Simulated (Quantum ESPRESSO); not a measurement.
## MoSe₂: 7 runs along one coordinate

System: MoSe₂ (P6₃/mmc, 6 atoms in the cell).
Method: Kohn-Sham DFT of a periodic cell, PBE, SSSP 1.3 efficiency PBE, no spin polarisation (Quantum ESPRESSO 7.5).

The 7 runs differ only in the geometry, by an even scaling of the cell at fixed fractional positions. The structure derives from an entry of the Crystallography Open Database.

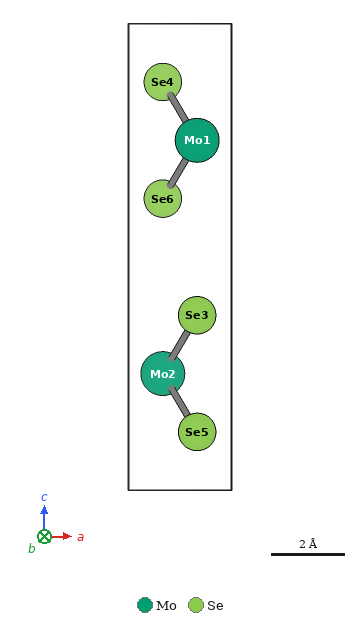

Figure 1. The structure of run 4 (ball-and-stick view of the cell of the calculation, along the b axis; atoms are numbered from 1 in the order of the input). An atom can appear more than once, as a periodic image.

## Input of run 4
```
&CONTROL
  calculation = 'scf'
  prefix = 'pwscf'
  outdir = './tmp'
  pseudo_dir = './pseudo'
  tstress = .true.
  disk_io = 'nowf'
/
&SYSTEM
  ibrav = 0
  nat = 6
  ntyp = 2
  ecutwfc = 60
  ecutrho = 440
  nbnd = 36
  occupations = 'smearing'
  smearing = 'fd'
  degauss = 0.00367493
/
&ELECTRONS
  conv_thr = 1.2d-09
  electron_maxstep = 120
  mixing_beta = 0.5
/
ATOMIC_SPECIES
Mo    95.9500 Mo_ONCV_PBE-1.0.oncvpsp.upf
Se    78.9710 Se_pbe_v1.uspp.F.UPF
CELL_PARAMETERS angstrom
   3.2880000000    0.0000000000    0.0000000000
  -1.6440000000    2.8474915276    0.0000000000
   0.0000000000    0.0000000000   12.9000000000
ATOMIC_POSITIONS crystal
Mo     0.6666666667    0.3333333333    0.7500000000
Mo     0.3333333333    0.6666666667    0.2500000000
Se     0.6666666667    0.3333333333    0.3750000000
Se     0.3333333333    0.6666666667    0.8750000000
Se     0.6666666667    0.3333333333    0.1250000000
Se     0.3333333333    0.6666666667    0.6250000000
K_POINTS automatic
9 9 2 0 0 0
```

Command:
```bash
OMP_NUM_THREADS=1 mpirun -n 2 pw.x -nk 2 -in pw.in > pw.out
```

Run 2 differs from it as follows:
```diff
-   3.2880000000    0.0000000000    0.0000000000
-  -1.6440000000    2.8474915276    0.0000000000
-   0.0000000000    0.0000000000   12.9000000000
+   3.2435621202    0.0000000000    0.0000000000
+  -1.6217810601    2.8090071948    0.0000000000
+   0.0000000000    0.0000000000   12.7256543035
```

## Results, with one run withheld

| run | volume per atom (Å³) | free energy per atom, from the lowest run given (meV) | pressure (GPa) | gap on the mesh (eV) |
| --- | --- | --- | --- | --- |
| 1 | 18.922 | 127.37 | 18.54 | 0.89 |
| 2 | 19.324 | ? | ? | ? |
| 3 | 19.727 | 53.31 | 11.11 | 0.89 |
| 4 | 20.129 | 29.35 | 7.94 | 0.89 |
| 5 | 20.532 | 12.96 | 5.08 | 0.89 |
| 6 | 20.935 | 3.40 | 2.50 | 0.88 |
| 7 | 21.337 | 0.00 | 0.18 | 0.88 |

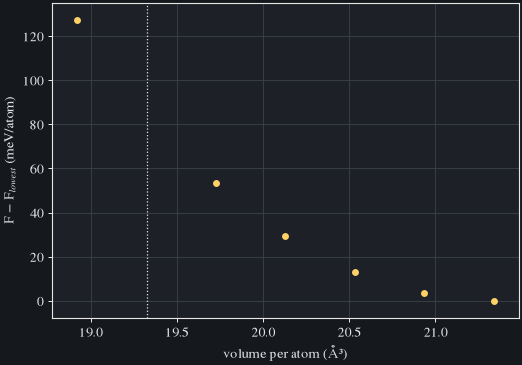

Figure 2. Free energy per atom of the runs given; the dotted line marks run 2.

Estimate the energy of run 2 from the others.

A cubic polynomial in V^(−2/3) (the Birch–Murnaghan form), fitted to the 6 runs given, misses them by at most 0.02 meV per atom. With x = V^(−2/3) − 0.13466 Å⁻², it reads F = 24.265 + 10109 x + 1.0605e+06 x² + 1.7571e+06 x³ (meV per atom). At run 2 it gives 85.71 meV per atom, and the run itself gives 85.68. The slope of the fit gives a pressure −dF/dV of 14.68 GPa there, and the run prints 14.63 GPa. The two needn't agree exactly: the fit is approximate, and the printed stress is taken on a finite basis. The fit has no minimum inside this range.

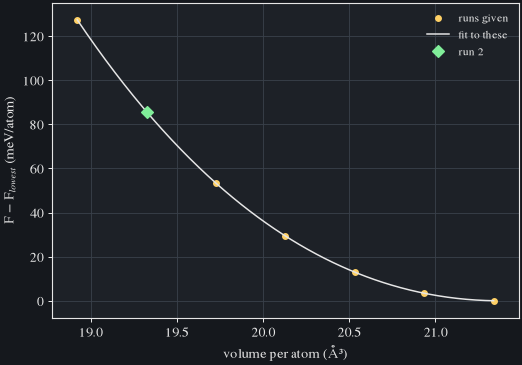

Figure 3. The fit and the withheld run.

## Some lines of the output (run 2)
```
[...]
     total energy              =    -448.74777024 Ry
     total energy              =    -448.74581701 Ry
     total energy              =    -448.95903668 Ry
     total energy              =    -448.95981188 Ry
     total energy              =    -448.95997866 Ry
     total energy              =    -448.96003261 Ry
     total energy              =    -448.96003506 Ry
     total energy              =    -448.96003546 Ry
     total energy              =    -448.96003554 Ry
     the Fermi energy is    11.8127 ev
!    total energy              =    -448.96003554 Ry
     The total energy is F=E-TS. E is the sum of the following terms:
     Computing stress (Cartesian axis) and pressure
          total   stress  (Ry/bohr**3)                   (kbar)     P=      146.32
```
